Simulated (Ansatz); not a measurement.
## What a change does: single-point calculation on Ir

System: Ir (Fd-3m, 2 atoms in the cell).
Method of run A: DFT, LDA (PW92), plane waves (420 eV) with PAW, scalar-relativistic, no spin polarisation (Ansatz 0.2.0).

Text and figures count atoms from 1; the logs count them from 0 in places.

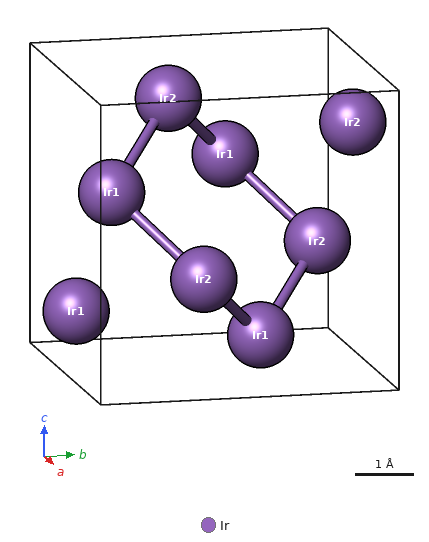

Figure 1. The input geometry (ball-and-stick view of the cell 4 times as large as that of the calculation, set on its symmetry axes, seen slightly off an axis; atoms are numbered from 1 in the order of the input). Near neighbours in the crystal (not all of them lie inside the picture): Ir has 4 Ir at 2.31 Å.

### Input, run A
```yaml
crystal:
  lattice:
    - [0.0, 2.6634940114, 2.6634940114]
    - [2.6634940114, 0.0, 2.6634940114]
    - [2.6634940114, 2.6634940114, 0.0]
  atoms:
    - { symbol: Ir, position: [0.125, 0.125, 0.125] }
    - { symbol: Ir, position: [0.875, 0.875, 0.875] }
hamiltonian:
  xc: lda
  pseudopotentials:
    kind: paw
    azcp:
      Ir: "pseudopotentials/Ir.paw.azcp"
basis:
  ecutwfc: 420
  fft_grid_basis: typed
kpoints:
  mp_grid: { grid: [11, 11, 11], shift: [0, 0, 0] }
magnetization:
  spin_polarized: false
scf:
  occupations: { method: fermi_dirac, width: 0.1 }
  lower_state_search: "off"
output:
  stress: true
```

Hardware: 2 threads of an x86-64 CPU, shared host.

### Output, shortened to warnings, some set-up lines, iterations and results (run A)
```
Warning: [file] the record states the generating functional pbe (its physics header spells it `PBE`), which answers neither for hamiltonian.xc's functional nor for the lda family's — results may be inconsistent (PPs are generated against a specific XC)
Basis set: ecut = 420 eV, 725 PW (Γ)
Symmetry: 48 space group operations
k-points: 56 of 1331
Initial density: superposition of atomic densities (neutral atoms: chi_scale 0, normalization atom), corrected by the library's trained network
[...]
SCF iter   1: F=—  HF=-23324.169923 eV  |F-HF|=—  |Δ(HF+E_count)|=         —  Δρ=1.11e-2  dr2=2.67e-2  ethr=1.77e-3  ⟨swp⟩=5.2  Hψ=4959  notcnv=0
SCF iter   2: F=—  HF=-23324.166192 eV  |F-HF|=—  |Δ(HF+E_count)|=   3.73e-3  Δρ=5.59e-3  dr2=6.99e-3  ethr=7.85e-5  ⟨swp⟩=1.9  Hψ=1763  notcnv=0
SCF iter   3: F=—  HF=-23324.164940 eV  |F-HF|=—  |Δ(HF+E_count)|=   1.25e-3  Δρ=7.17e-4  dr2=1.67e-4  ethr=2.06e-5  ⟨swp⟩=2.0  Hψ=1662  notcnv=0
SCF iter   4: F=—  HF=-23324.164913 eV  |F-HF|=—  |Δ(HF+E_count)|=   2.70e-5  Δρ=1.57e-4  dr2=1.37e-5  ethr=4.92e-7  ⟨swp⟩=2.1  Hψ=1554  notcnv=0
SCF iter   5: F=—  HF=-23324.164917 eV  |F-HF|=—  |Δ(HF+E_count)|=   3.94e-6  Δρ=4.89e-5  dr2=1.15e-6  ethr=4.02e-8  ⟨swp⟩=2.2  Hψ=1593  notcnv=0
SCF iter   6: F=-23324.164917 eV  HF=-23324.164917 eV  |F-HF|=2.88e-8  |Δ(HF+E_count)|=   2.78e-8  Δρ=1.13e-5  dr2=3.60e-8  ethr=2.94e-10  ⟨swp⟩=4.6  Hψ=4012  notcnv=0
SCF 1 converged in 6 iterations: F = -23324.164917 eV  dr2 = 3.60e-8
SCF converged after 6 iterations
Free energy (F): -23324.164917 eV
Harris-Foulkes:  -23324.164917 eV  (|F-HF|=2.88e-8)
Internal energy: -23324.111344 eV  (E = F + TS)
E sigma→0 (E₀):  -23324.138131 eV
Entropy (-TS):   -0.053573 eV (-26.786 meV/atom)
Fermi energy:    18.022841 eV
--- Per-component energies (eV) ---
  E_band       = -441.771151
  E_kinetic    = 1248.066118
  E_local      = -3401.234253  (includes V_loc(G=0)·N_el)
  E_nonlocal   = 164.369915
  E_hartree    = 1312.202794
  E_xc         = -531.597683
  E_vxc        = -598.111681  (∫ρ·V_xc dr)
  E_paw        = -17908.519814  (= ΣΔE_a)
  E_vpaw       = -479.265922  (= ΣTr[D̂ρ^β])
  E_aug_tail   = 0.000117  (compensation charges beyond the density's cutoff)
  E_ewald      = -4208.221744
  E_core_change = 0.823204  (= ΣΔE_core)
  E_smearing   = -0.053573  (= −TS)
  E_closure    = -0.000000  (closes the sum)
  Σ components = -23324.164917   (vs F -23324.164917, Δ=0.00e0)
--- Stress (GPa, compression-positive) ---
       21.981502      -0.000000       0.000000
       -0.000000      21.981502      -0.000000
       -0.000000      -0.000000      21.981502
  P = ⅓ Tr σ = 21.9815 GPa (219.815 kbar)
```

For run B the input was changed thus:
```diff
-    - [0.0, 2.6634940114, 2.6634940114]
-    - [2.6634940114, 0.0, 2.6634940114]
-    - [2.6634940114, 2.6634940114, 0.0]
+    - [0.0, 2.6243192913, 2.6243192913]
+    - [2.6243192913, 0.0, 2.6243192913]
+    - [2.6243192913, 2.6243192913, 0.0]
```

How does run B compare with run A?

With the same functional and potentials, run B lies 151.2 meV per atom higher. The pressure goes from 21.98 to 37.60 GPa. The volume per atom goes from 18.90 to 18.07 Å³. The cell is scaled evenly with the atoms at fixed fractional positions, so −ΔP/Δ ln V estimates the bulk modulus midway between the two volumes: about 350 GPa. The number of SCF iterations is the same.

### Output, shortened to warnings, some set-up lines, iterations and results (run B)
```
Warning: [file] the record states the generating functional pbe (its physics header spells it `PBE`), which answers neither for hamiltonian.xc's functional nor for the lda family's — results may be inconsistent (PPs are generated against a specific XC)
Basis set: ecut = 420 eV, 725 PW (Γ)
Symmetry: 48 space group operations
k-points: 56 of 1331
Initial density: superposition of atomic densities (neutral atoms: chi_scale 0, normalization atom), corrected by the library's trained network
[...]
SCF iter   1: F=—  HF=-23323.870419 eV  |F-HF|=—  |Δ(HF+E_count)|=         —  Δρ=1.13e-2  dr2=3.47e-2  ethr=1.77e-3  ⟨swp⟩=5.1  Hψ=5012  notcnv=0
SCF iter   2: F=—  HF=-23323.864698 eV  |F-HF|=—  |Δ(HF+E_count)|=   5.72e-3  Δρ=5.72e-3  dr2=9.57e-3  ethr=1.02e-4  ⟨swp⟩=1.3  Hψ=1712  notcnv=0
SCF iter   3: F=—  HF=-23323.862588 eV  |F-HF|=—  |Δ(HF+E_count)|=   2.11e-3  Δρ=8.50e-4  dr2=2.77e-4  ethr=2.81e-5  ⟨swp⟩=2.0  Hψ=1677  notcnv=0
SCF iter   4: F=—  HF=-23323.862513 eV  |F-HF|=—  |Δ(HF+E_count)|=   7.46e-5  Δρ=1.96e-4  dr2=2.10e-5  ethr=8.15e-7  ⟨swp⟩=2.3  Hψ=1596  notcnv=0
SCF iter   5: F=—  HF=-23323.862516 eV  |F-HF|=—  |Δ(HF+E_count)|=   2.54e-6  Δρ=5.36e-5  dr2=9.13e-7  ethr=6.17e-8  ⟨swp⟩=2.0  Hψ=1609  notcnv=0
SCF iter   6: F=-23323.862516 eV  HF=-23323.862516 eV  |F-HF|=3.09e-8  |Δ(HF+E_count)|=   3.11e-7  Δρ=1.32e-5  dr2=4.26e-8  ethr=2.94e-10  ⟨swp⟩=4.1  Hψ=3859  notcnv=0
SCF 1 converged in 6 iterations: F = -23323.862516 eV  dr2 = 4.26e-8
SCF converged after 6 iterations
Free energy (F): -23323.862516 eV
Harris-Foulkes:  -23323.862516 eV  (|F-HF|=3.09e-8)
Internal energy: -23323.813235 eV  (E = F + TS)
E sigma→0 (E₀):  -23323.837876 eV
Entropy (-TS):   -0.049281 eV (-24.641 meV/atom)
Fermi energy:    19.157115 eV
--- Per-component energies (eV) ---
  E_band       = -409.851980
  E_kinetic    = 1252.147916
  E_local      = -3310.276512  (includes V_loc(G=0)·N_el)
  E_nonlocal   = 165.145935
  E_hartree    = 1281.589421
  E_xc         = -533.013439
  E_vxc        = -599.947471  (∫ρ·V_xc dr)
  E_paw        = -17909.189593  (= ΣΔE_a)
  E_vpaw       = -480.102357  (= ΣTr[D̂ρ^β])
  E_aug_tail   = 0.000117  (compensation charges beyond the density's cutoff)
  E_ewald      = -4271.040285
  E_core_change = 0.823204  (= ΣΔE_core)
  E_smearing   = -0.049281  (= −TS)
  E_closure    = -0.000000  (closes the sum)
  Σ components = -23323.862516   (vs F -23323.862516, Δ=0.00e0)
--- Stress (GPa, compression-positive) ---
       37.604201       0.000000       0.000000
       -0.000000      37.604201      -0.000000
        0.000000      -0.000000      37.604201
  P = ⅓ Tr σ = 37.6042 GPa (376.042 kbar)
```

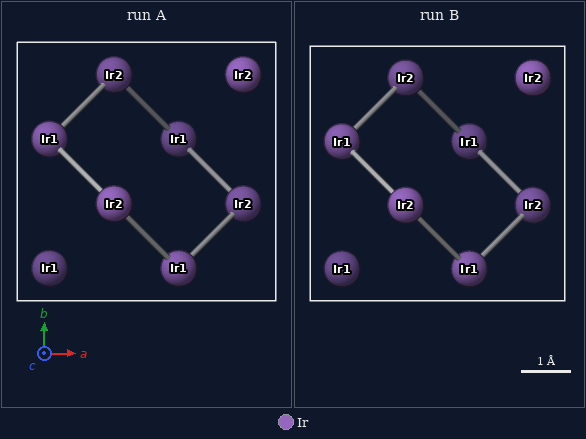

Figure 2. The two input geometries at one scale (ball-and-stick view of the cell 4 times as large as that of the calculation, set on its symmetry axes, along the c axis). The atoms keep their places relative to the cell (all moves are under 0.005 Å). The drawn cell changes as follows: a = b = c 5.327 → 5.249 Å (−1.5 %); the volume changes by −4.3 %. Among the contacts that change: Ir1–Ir2 2.307 → 2.273 Å.

### The two runs side by side

```tsv
quantity	run A	run B
outcome	converged	converged
free energy per atom (eV)	−11662.0825	−11661.9313
energy per atom, smearing taken to zero (eV)	−11662.0691	−11661.9189
pressure (GPa)	21.98	37.60
volume per atom (Å³)	18.90	18.07
SCF iterations	6	6
irreducible k-points	56	56
plane waves at Γ	725	725
wall time (shared host)	0.59 s	0.57 s
```

For both runs: Warnings: the PAW datasets were made with another functional. Spin–orbit coupling is left out, which matters for Ir. For run A: The cell is under a pressure of 22 GPa at this level, so it is not at its equilibrium volume. For run B: The cell is under a pressure of 38 GPa at this level, so it is not at its equilibrium volume.
